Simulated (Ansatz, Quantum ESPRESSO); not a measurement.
# 2H-WS2, 1 layer: the gap along the path at a withheld member of a series

How the rows were computed: Quantum ESPRESSO 7.5, PBE, GBRV ultrasoft. Cell and atoms are first relaxed; each strained cell is then held and the atoms relax in it. A periodic run with 15 Å of vacuum in the starting cell gives the vacuum levels, and bands follow along a path. The series steps biaxial strain.

| biaxial strain | gap along the path (eV) |
| --- | --- |
| -4 % | 1.766 |
| -3 % | 1.834 |
| -2 % | 1.898 |
| -1 % | 1.959 |
| 0 % | 1.818 |
| 1 % | 1.608 |
| 2 % | 1.366 |
| 4 % | 0.933 |

To predict: What is the gap along the path at 3 %?

By hand: The rows at 2 % and 4 % give a slope of (0.933 − (1.366))/(4 − (2)) = −0.2165, so a straight line gives 1.150 eV. A parabola through these and the row at 1 % gives 1.141 eV.

**Check.** 1.140 eV. The line misses by +0.010 and the parabola by +0.001 eV. Both misses are under 5 % of the step from the nearer row.

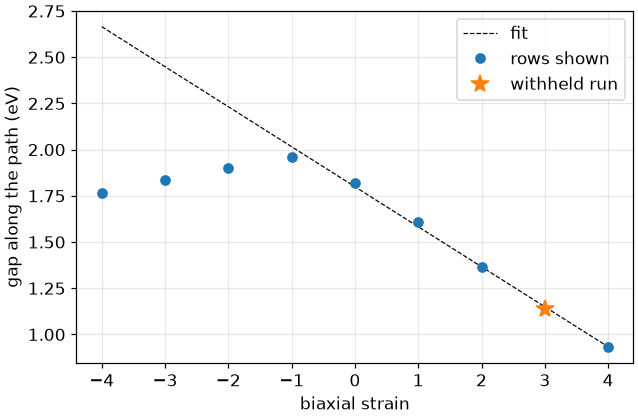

The rows shown, the fit and the withheld run.

**Limits.** Semilocal gaps are too small; the 1×1 cell can't ripple over many cells under compression as a free sheet would. No spin-orbit coupling.
